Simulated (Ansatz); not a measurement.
System LiCl (space group F-43m, No. 216); source of the atomic positions: the input geometry of an electronic-structure calculation (not necessarily at equilibrium); the starting structure was generated, so it need not be a known form of this composition.

```cif
data_structure
_symmetry_space_group_name_H-M 'F-43m'
_symmetry_Int_Tables_number 216
_cell_length_a 5.4661
_cell_length_b 5.4661
_cell_length_c 5.4661
_cell_angle_alpha 90.000
_cell_angle_beta 90.000
_cell_angle_gamma 90.000
_cell_volume 163.32
loop_
_atom_site_label
_atom_site_type_symbol
_atom_site_symmetry_multiplicity
_atom_site_Wyckoff_symbol
_atom_site_fract_x
_atom_site_fract_y
_atom_site_fract_z
_atom_site_occupancy
Li1 Li 4 a 0.00000 0.00000 0.00000 1
Cl1 Cl 4 d 0.25000 0.25000 0.75000 1
```

Describe the stacking along [111], naming the columns A, B, C as they first turn up.

Li(A) – Cl(B) – Li(B) – Cl(C) – Li(C) – Cl(A) (six layers in 9.47 Å).

Cl layers alone: BCA, the cubic close-packed type.

Li: three tetrahedral sites (per hexagonal cell).

Polytype symbol 3C, the symbol of a tetrahedral polytype (number of double layers in the repeat and lattice).

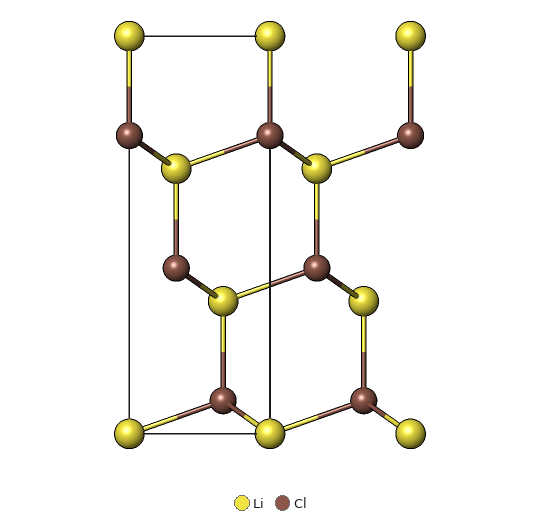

Projection along an edge of the hexagonal mesh, stacking direction [111] upwards. Every atom sits on one of the three columns of the mesh; call them A, B, C in the order in which they first turn up. The box is the hexagonal cell of the face-centred cubic lattice. The sequence starts with the first layer at or above the cell's origin.
